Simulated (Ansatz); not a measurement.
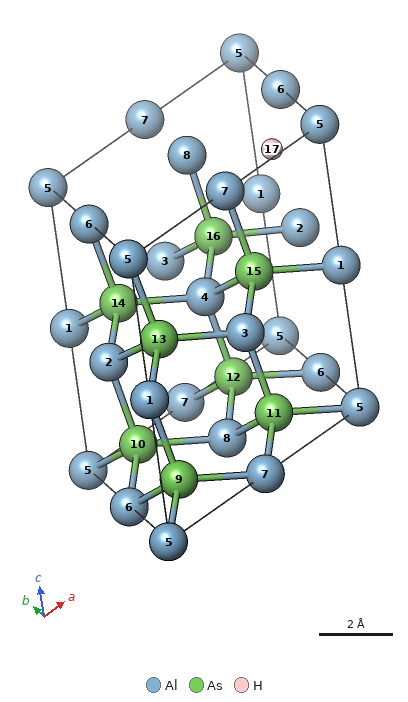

**Figure 1.** The input geometry (ball-and-stick view of the cell of the calculation, seen slightly off an axis; atoms are numbered from 1 in the order of the input).

## Geometry relaxation, with input and output: Al₈As₈H (charge −1) (part 1 of 2)

System: Al₈As₈H (defect cell, 17 atoms in the cell, total charge −1).
Method: DFT PBE, scalar-relativistic, plane waves, PAW, no spin polarisation (Ansatz 0.2.0).

The structure derives from a Materials Project entry. It belongs to a series of runs on one base structure; here: H interstitial, charge -1, atoms relaxed at the host's cell. Figures and captions count atoms from 1; the log counts them from 0 in places.

### Input
```yaml
crystal:
  lattice:
    - [0.0, 5.727912321, -5.727912321]
    - [5.727912321, 5.727912321, 0.0]
    - [5.727912321, 0.0, -5.727912321]
  atoms:
    - { symbol: Al, position: [0.0004906909, -0.0001635636, 0.4998364364] }
    - { symbol: Al, position: [-0.0029093655, 0.4970906345, 0.5087280966] }
    - { symbol: Al, position: [0.4998364364, -0.0001635636, 0.4998364364] }
    - { symbol: Al, position: [0.4998364364, 0.5004906909, 0.4998364364] }
    - { symbol: Al, position: [-0.0029093655, 0.0087280966, 0.9970906345] }
    - { symbol: Al, position: [-0.0029093655, 0.4970906345, 0.9970906345] }
    - { symbol: Al, position: [0.4998364364, -0.0001635636, 1.0004906909] }
    - { symbol: Al, position: [0.5087280966, 0.4970906345, 0.9970906345] }
    - { symbol: As, position: [0.1269156841, 0.1230843159, 0.1269156841] }
    - { symbol: As, position: [0.125, 0.625, 0.125] }
    - { symbol: As, position: [0.6230843159, 0.1230843159, 0.1269156841] }
    - { symbol: As, position: [0.6230843159, 0.6269156841, 0.1269156841] }
    - { symbol: As, position: [0.1269156841, 0.1230843159, 0.6230843159] }
    - { symbol: As, position: [0.1269156841, 0.6269156841, 0.6230843159] }
    - { symbol: As, position: [0.625, 0.125, 0.625] }
    - { symbol: As, position: [0.6230843159, 0.6269156841, 0.6230843159] }
    - { symbol: H, position: [0.875, 0.375, 0.875] }
  host:
    lattice:
      - [0.0, 2.8639561605, 2.8639561605]
      - [2.8639561605, 0.0, 2.8639561605]
      - [2.8639561605, 2.8639561605, 0.0]
    atoms:
      - { symbol: Al, position: [0.0, 0.0, 0.0] }
      - { symbol: As, position: [0.75, 0.75, 0.75] }
total_charge: -1
basis:
  ecutwfc: 420
  xc_grid: 2
kpoints:
  mp_grid: { grid: [2, 2, 2], shift: [0.0, 0.0, 0.0] }
hamiltonian:
  xc: pbe
scf:
  occupations: { method: gaussian, width: 0.01 }
output:
  forces: true
  stress: false
  eigenvalues: true
  charged_corrections:
    defect_position: [0.875, 0.375, 0.875]
    epsilon: [[11.5641, 0.0, 0.0], [0.0, 11.5641, 0.0], [0.0, 0.0, 11.5641]]
  write_density: true
  write_potential: true
  elf: true
  volumetric_format: npy
relax:
  adjacent_minimum: "off"
  f_tol: 0.025
  max_steps: 45
```

Command:
```bash
ansatz run input.yaml --threads 4 --pin off --max-ram 8192MiB --backend cpu --events-out ev --progress --plain --runs-dir out
```

### The program's output
```
Engine: ansatz 0.2.0, x86_64-unknown-linux-gnu
Pseudopotentials: kind: paw
Pseudopotential: Al, paw, valence charge 3, recommended cutoff 420 eV (normal), Al.paw.azcp
Pseudopotential: As, paw, valence charge 15, recommended cutoff 420 eV (normal), As.paw.azcp
Pseudopotential: H, paw, valence charge 1, recommended cutoff 420 eV (normal), H.paw.azcp
Functional definition: PBE
  parameter kappa = 0.804
  parameter beta = 0.06672455060314922
  exchange = pbe_x(kappa = kappa, mu = beta*pi^2/3)
  correlation = pbe_c(beta = beta)
Crystal: 17 atoms, lattice volume = 375.854 Å³
Basis set: ecut = 420 eV, 7391 PW (Γ), exchange–correlation on 120×120×120 points (8 copies of the dense FFT grid, shifted against one another)
Bands: 90, of which v1, the nominal top of the filled ones, is band 73 counted from 1 (72 counted from 0)
Symmetry: 24 space group operations
Space group: F-43m (ITA 216), of the structure as read, at distance tolerance 7.2e-5 Å
k-points: 3 of 8
Non-local potential: Al, projectors of the file, l = 0: 2, l = 1: 2, l = 2: 1
Non-local potential: As, projectors of the file, l = 0: 2, l = 1: 2, l = 2: 3, l = 3: 1
Non-local potential: H, projectors of the file, l = 0: 2, l = 1: 1
PAW form: soft (Blöchl's): semilocal exchange-correlation on the pseudo side does not see the compensation charge
PAW one-centre angular grid: Al, 110 points (default); XC on 64 Gauss nodes
PAW one-centre angular grid: As, 590 points (default); XC on 64 Gauss nodes
PAW one-centre angular grid: H, 110 points (default); XC on 64 Gauss nodes
Initial density: superposition of atomic densities (neutral atoms scaled as one to the charged cell's electrons: chi_scale 0, normalization atom), corrected by the library's trained network
Initial wavefunctions: pseudopotential atomic-orbital guess
Functional: x = pbe(κ = 0.804, μ = 0.2195149727645171), c = pbe(β = 0.06672455060314922)
SCF iter   1: F=—  HF=-43164.297026 eV  |F-HF|=—  |Δ(HF+E_count)|=         —  Δρ=1.56e-2  dr2=1.40e0  ethr=1.77e-3  ⟨swp⟩=7.0  Hψ=1041  notcnv=0
preconditioner: auto → Resta (q_TF=auto, 2.330 Å⁻¹)  ε∞=4.5  [insulator: Δε(μ)=1.000 eV  Ē_g=8.309 eV  σ=0.010 eV  W_gap=1.00  n_scr=64 (ndim 8)  ℏωp=15.6 eV  f_vac=0.010  D(μ)=0.00/eV (n_scr^D=0)  ε∞_Penn≈4.5]
SCF iter   2: F=—  HF=-43163.800139 eV  |F-HF|=—  |Δ(HF+E_count)|=   4.97e-1  Δρ=7.41e-3  dr2=2.56e-1  ethr=9.59e-4  ⟨swp⟩=3.3  Hψ=557  notcnv=0  defer=28
SCF iter   3: F=—  HF=-43163.664547 eV  |F-HF|=—  |Δ(HF+E_count)|=   1.36e-1  Δρ=2.41e-3  dr2=1.94e-2  ethr=1.76e-4  ⟨swp⟩=3.3  Hψ=536  notcnv=0  defer=28
SCF iter   4: F=—  HF=-43163.655159 eV  |F-HF|=—  |Δ(HF+E_count)|=   9.39e-3  Δρ=6.85e-4  dr2=1.48e-3  ethr=1.33e-5  ⟨swp⟩=2.7  Hψ=563  notcnv=0  defer=28
SCF iter   5: F=—  HF=-43163.655102 eV  |F-HF|=—  |Δ(HF+E_count)|=   5.71e-5  Δρ=1.10e-4  dr2=8.22e-5  ethr=1.02e-6  ⟨swp⟩=3.0  Hψ=484  notcnv=0  defer=28
SCF iter   6: F=-43163.655139 eV  HF=-43163.655135 eV  |F-HF|=4.07e-6  |Δ(HF+E_count)|=   3.23e-5  Δρ=3.50e-5  dr2=7.72e-6  ethr=1.07e-8  ⟨swp⟩=17.0  Hψ=2479  notcnv=0
SCF 1 converged in 6 iterations: F = -43163.655139 eV  dr2 = 7.72e-6
  greatest PAW one-centre occupation: 0.999 electrons in one spin orbital (limit 2), on the As atom at site 11 (counted from 0), in its partial waves of l = 2
relax step   1: F+E_penalty+E_count = -43163.65513870 eV  Δ(F+E_penalty+E_count) = +0.000e0 eV  max|allowed force component| = 2.582e-1 eV/Å  Δτ_max = 0.0000 Å  (6 SCF iters, dr2 threshold 1.56e-5 eV, accepted)
Initial density: handed on by an earlier stage of this run
Initial wavefunctions: those handed on with the density
iter 1 solved again at ethr=1.20e-5 eV; its pass at ethr=3.10e-3 eV (dr2=1.76e-2 eV) is discarded
SCF iter   1: F=—  HF=-43163.719500 eV  |F-HF|=—  |Δ(HF+E_count)|=         —  Δρ=1.60e-3  dr2=1.74e-2  ethr=1.20e-5  ⟨swp⟩=2.3  Hψ=855  notcnv=0  defer=28
preconditioner: auto → Resta (q_TF=auto, 2.330 Å⁻¹)  ε∞=4.4  [insulator: Δε(μ)=0.995 eV  Ē_g=8.406 eV  σ=0.010 eV  W_gap=1.00  n_scr=64 (ndim 8)  ℏωp=15.6 eV  f_vac=0.009  D(μ)=0.00/eV (n_scr^D=0)  ε∞_Penn≈4.4]
SCF iter   2: F=—  HF=-43163.717151 eV  |F-HF|=—  |Δ(HF+E_count)|=   2.35e-3  Δρ=1.01e-3  dr2=6.94e-3  ethr=1.19e-5  ⟨swp⟩=2.0  Hψ=279  notcnv=0  defer=28
SCF iter   3: F=—  HF=-43163.716159 eV  |F-HF|=—  |Δ(HF+E_count)|=   9.92e-4  Δρ=1.57e-4  dr2=1.14e-4  ethr=4.76e-6  ⟨swp⟩=2.7  Hψ=355  notcnv=0  defer=28
SCF iter   4: F=—  HF=-43163.716081 eV  |F-HF|=—  |Δ(HF+E_count)|=   7.82e-5  Δρ=7.47e-5  dr2=2.76e-5  ethr=7.83e-8  ⟨swp⟩=2.0  Hψ=461  notcnv=0  defer=28
SCF iter   5: F=—  HF=-43163.716095 eV  |F-HF|=—  |Δ(HF+E_count)|=   1.37e-5  Δρ=2.92e-5  dr2=4.95e-6  ethr=1.89e-8  ⟨swp⟩=2.0  Hψ=461  notcnv=0  defer=28
SCF iter   6: F=-43163.716101 eV  HF=-43163.716101 eV  |F-HF|=1.56e-7  |Δ(HF+E_count)|=   5.66e-6  Δρ=6.63e-6  dr2=3.17e-7  ethr=2.85e-9  ⟨swp⟩=17.7  Hψ=2296  notcnv=0
SCF 2 converged in 6 iterations: F = -43163.716101 eV  dr2 = 3.17e-7
  greatest PAW one-centre occupation: 0.999 electrons in one spin orbital (limit 2), on the As atom at site 15 (counted from 0), in its partial waves of l = 2
relax step   2: F+E_penalty+E_count = -43163.71610069 eV  Δ(F+E_penalty+E_count) = -6.096e-2 eV  max|allowed force component| = 5.743e-2 eV/Å  Δτ_max = 0.0518 Å  (6 SCF iters, dr2 threshold 4.17e-6 eV, accepted)
SCF iter   1: F=—  HF=-43163.718570 eV  |F-HF|=—  |Δ(HF+E_count)|=         —  Δρ=2.60e-4  dr2=5.50e-4  ethr=2.98e-6  ⟨swp⟩=3.0  Hψ=481  notcnv=0  defer=28
preconditioner: auto → Resta (q_TF=auto, 2.330 Å⁻¹)  ε∞=4.4  [insulator: Δε(μ)=1.011 eV  Ē_g=8.397 eV  σ=0.010 eV  W_gap=1.00  n_scr=64 (ndim 8)  ℏωp=15.6 eV  f_vac=0.008  D(μ)=0.00/eV (n_scr^D=0)  ε∞_Penn≈4.4]
SCF iter   2: F=—  HF=-43163.718488 eV  |F-HF|=—  |Δ(HF+E_count)|=   8.21e-5  Δρ=1.65e-4  dr2=2.08e-4  ethr=3.77e-7  ⟨swp⟩=2.0  Hψ=315  notcnv=0  defer=28
SCF iter   3: F=—  HF=-43163.718451 eV  |F-HF|=—  |Δ(HF+E_count)|=   3.65e-5  Δρ=2.98e-5  dr2=5.25e-6  ethr=1.42e-7  ⟨swp⟩=2.0  Hψ=324  notcnv=0  defer=28
SCF iter   4: F=—  HF=-43163.718380 eV  |F-HF|=—  |Δ(HF+E_count)|=   7.13e-5  Δρ=1.03e-5  dr2=5.76e-7  ethr=3.59e-9  ⟨swp⟩=2.0  Hψ=461  notcnv=0  defer=28
SCF iter   5: F=—  HF=-43163.718380 eV  |F-HF|=—  |Δ(HF+E_count)|=   4.82e-8  Δρ=5.42e-6  dr2=1.45e-7  ethr=6.85e-11  ⟨swp⟩=14.3  Hψ=2077  notcnv=0
SCF iter   6: F=-43163.718380 eV  HF=-43163.718380 eV  |F-HF|=1.21e-8  |Δ(HF+E_count)|=   1.43e-7  Δρ=1.41e-6  dr2=1.09e-8  ethr=6.85e-11  ⟨swp⟩=8.3  Hψ=1538  notcnv=0
SCF 3 converged in 6 iterations: F = -43163.718380 eV  dr2 = 1.09e-8
relax step   3: F+E_penalty+E_count = -43163.71838016 eV  Δ(F+E_penalty+E_count) = -2.279e-3 eV  max|allowed force component| = 2.681e-3 eV/Å  Δτ_max = 0.0083 Å  (6 SCF iters, accepted)
```

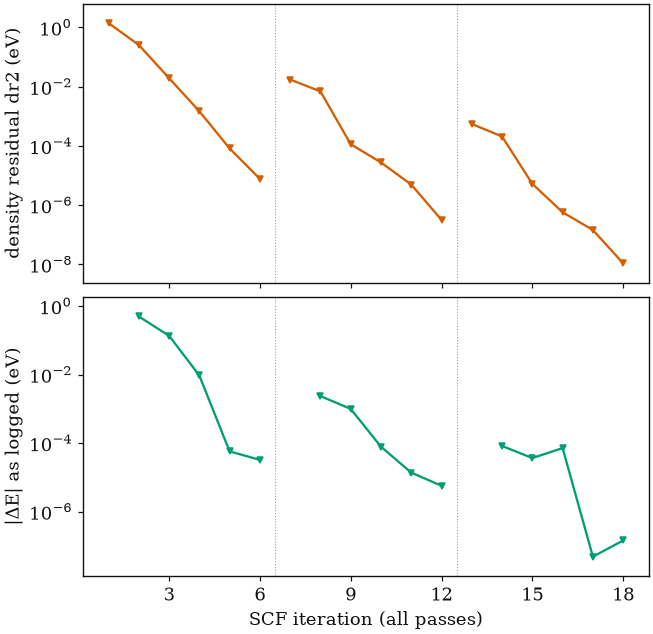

**Figure 2.** Convergence of the self-consistent field: density residual dr2 and size of the energy change against the SCF iteration. The dotted lines part the SCF passes of the relaxation: geometry steps, rejected trials and re-solves on a re-selected basis. The passes take 6, 6 and 6 iterations.

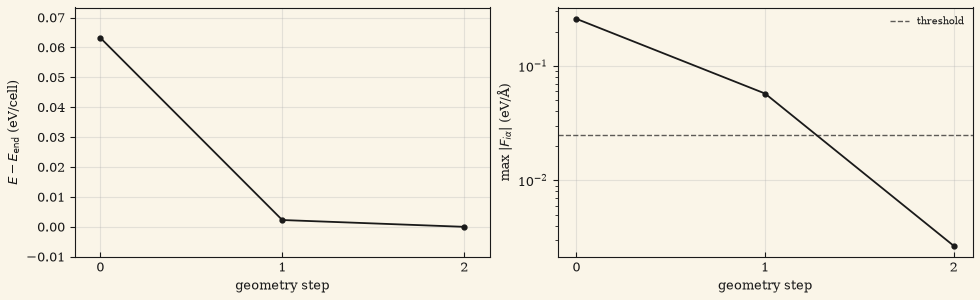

**Figure 3.** Progress of the relaxation, step by step (the first geometry is step 0 here and step 1 in the log).

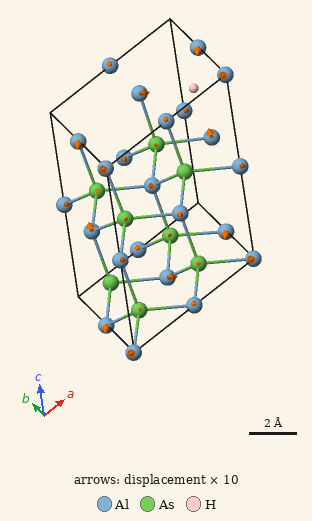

**Figure 4.** The starting structure with the displacements as orange arrows, magnified 10 times (ball-and-stick view of the cell of the calculation, seen slightly off an axis). The energy falls by 63.2 meV per cell of the calculation in 2 geometry steps. The largest force component goes from 0.26 to 0.0027 eV/Å. The largest moves, 0.047 Å, are those of Al2, Al5, Al6 and Al8. Largest moves by element: Al 0.047 Å, As 0.012 Å. H stays in place. The cell doesn't change. Distances before and after: Al2–As10 2.538 → 2.585 Å, Al1–As15 2.484 → 2.508 Å, Al1–As13 2.467 → 2.451 Å, Al2–As13 2.475 → 2.468 Å. Among the angles that change: Al6–As12–Al8 106.1° → 103.6°. (Atoms are counted from 1 in the order of the input.)

```
SCF converged after 6 iterations
Free energy (F): -43163.718380 eV
Harris-Foulkes:  -43163.718380 eV  (|F-HF|=1.21e-8)
Internal energy: -43163.718380 eV  (E = F + TS)
E sigma→0 (E₀):  -43163.718380 eV
Fermi energy:    7.051541 eV
--- Per-component energies (eV) ---
  E_band       = -2160.237670
  E_kinetic    = 1034.618207
  E_local      = -17078.199001  (includes V_loc(G=0)·N_el)
  E_nonlocal   = -5279.403095
  E_hartree    = 9114.740191
  E_xc         = -968.033043
  E_vxc        = -887.350547  (∫ρ·V_xc dr)
  E_paw        = -18424.657359  (= ΣΔE_a)
  E_vpaw       = 1820.617883  (= ΣTr[D̂ρ^β])
  E_aug_tail   = -0.001045  (compensation charges beyond the density's cutoff)
  E_ewald      = -11562.783235
  E_smearing   = -0.000000  (= −TS)
  E_closure    = 0.000000  (closes the sum)
  E_deformation_potential = -12.572704  (in the stress; not in F)
  Σ components = -43163.718380   (vs F -43163.718380, Δ=0.00e0)
--- Forces (eV/Å), atoms counted from 1 ---
  atom   1  Al    -0.00255137     0.00255137    -0.00255137
  atom   2  Al     0.00028349    -0.00028349    -0.00028349
  atom   3  Al    -0.00255137    -0.00255137     0.00255137
  atom   4  Al     0.00255137     0.00255137     0.00255137
  atom   5  Al     0.00028349     0.00028349     0.00028349
  atom   6  Al    -0.00028349    -0.00028349     0.00028349
  atom   7  Al     0.00255137    -0.00255137    -0.00255137
  atom   8  Al    -0.00028349     0.00028349    -0.00028349
  atom   9  As    -0.00000000    -0.00000000    -0.00268107
  atom  10  As    -0.00000000    -0.00000000     0.00000000
  atom  11  As    -0.00000000    -0.00268107    -0.00000000
  atom  12  As     0.00268107    -0.00000000     0.00000000
  atom  13  As    -0.00268107    -0.00000000     0.00000000
  atom  14  As    -0.00000000     0.00268107    -0.00000000
  atom  15  As    -0.00000000    -0.00000000     0.00000000
  atom  16  As    -0.00000000     0.00000000     0.00268107
  atom  17  H      0.00000000     0.00000000     0.00000000
  max |Σ_I F_I| component: 4.71e-16 eV/Å
--- Charged-cell corrections in eV (Makov–Payne, q = -1.000 e, ε = 11.564) ---
  F (periodic)     = -43163.718380  (uncorrected; the corrections below are reported, never added to it)
  E_corr1          = +0.249178  (monopole, q²α_M/2εL)
  F Makov-Payne    = -43163.469202  (F + E_corr1; no measured alignment; for a localised charge, not one spread in a band: unchecked)
  no potential alignment in this run, which stands beside a crystal: run the host's input off ansatz write-host-input, and read the two finished runs by ansatz place-levels (neither reads a slab, a wire or a sheet, whose cell leaves a vacuum)
--- Band table (eV) ---
```
